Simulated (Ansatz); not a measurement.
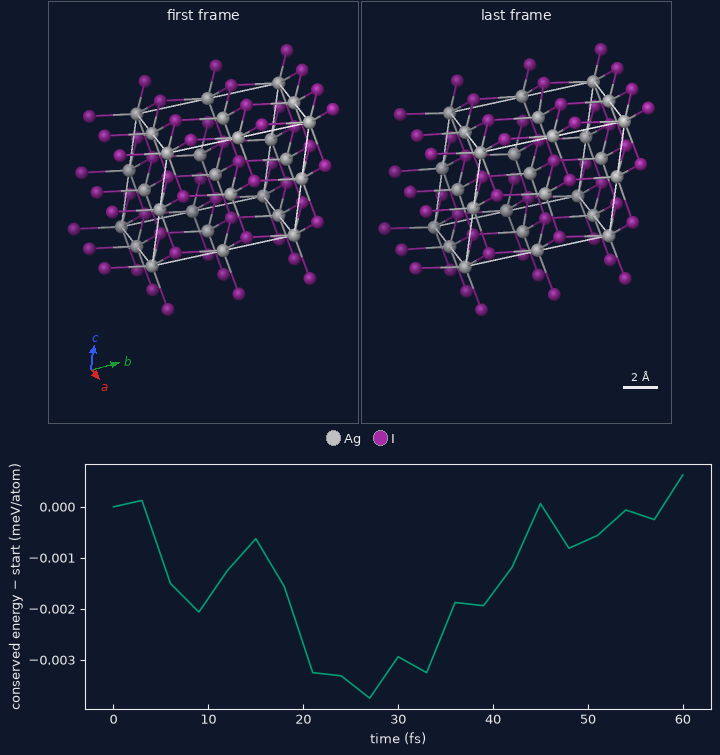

Molecular dynamics of a 16-atom cell of AgI (built on the measured structure type), of which 60 fs are on record. Style: ball-and-stick. Shown: the reduced simulation cell, slightly off an axis. Bonds to atoms that aren't drawn are left out. Lengths and directions refer to the drawn axes.

Method: Ansatz, DFT, PBE, plane waves, PAW. Run with plane-wave cutoff 420 eV; k-point mesh 2 × 2 × 2; Fermi-Dirac smearing 0.02 eV; Langevin thermostat and barostat (NPT); set temperature 100 K; time step 3 fs.

Input
```yaml
crystal:
  lattice:
    - [0.0, 6.5772656182, 6.5772656182]
    - [6.5772656182, 0.0, 6.5772656182]
    - [6.5772656182, 6.5772656182, 0.0]
  atoms:
    - { symbol: Ag, position: [0.0, 0.0, 0.0] }
    - { symbol: I, position: [0.125, 0.125, 0.125] }
    - { symbol: Ag, position: [0.0, 0.0, 0.5] }
    - { symbol: I, position: [0.125, 0.125, 0.625] }
    - { symbol: Ag, position: [0.0, 0.5, 0.0] }
    - { symbol: I, position: [0.125, 0.625, 0.125] }
    - { symbol: Ag, position: [0.0, 0.5, 0.5] }
    - { symbol: I, position: [0.125, 0.625, 0.625] }
    - { symbol: Ag, position: [0.5, 0.0, 0.0] }
    - { symbol: I, position: [0.625, 0.125, 0.125] }
    - { symbol: Ag, position: [0.5, 0.0, 0.5] }
    - { symbol: I, position: [0.625, 0.125, 0.625] }
    - { symbol: Ag, position: [0.5, 0.5, 0.0] }
    - { symbol: I, position: [0.625, 0.625, 0.125] }
    - { symbol: Ag, position: [0.5, 0.5, 0.5] }
    - { symbol: I, position: [0.625, 0.625, 0.625] }
kpoints:
  mp_grid: { grid: [2, 2, 2] }
hamiltonian:
  xc: pbe
scf:
  occupations: { method: fermi_dirac, width: 0.02 }
md:
  ensemble: npt_langevin
  temperature: 100
  timestep: 3.0
  n_steps: 40
  initial_velocities: maxwell_boltzmann
  seed: 3636
```

Run as
```bash
ansatz run input.yaml --threads 4 --pin off --max-ram 3686MiB --backend cpu --events-out ev --progress --plain --runs-dir out
```

### Check the integration.

The conserved quantity stays between −0.0038 and 0.00063 meV per atom of its start. A straight-line fit has a slope that amounts to +0.001 meV per atom over 60 fs (under 0.1 % of the mean kinetic energy), its mean offset in the second half is under 0.1 %, and the ripple about the line is under 0.1 % of the kinetic energy's fluctuation. With a drift under 2 % and a ripple under 7 %, the integration is accurate. The run was cut off by its time limit after 20 steps. Over the second half the temperature averages 76 K (spread ±18 K). The temperature is still falling (113 K in the second quarter, 60 K in the last), so the run isn't equilibrated. The potential energy in the second half lies on average 2.5 meV per atom above the first frame. The mean pressure there is 0.2 GPa. The volume ends +3.8 % from the start.
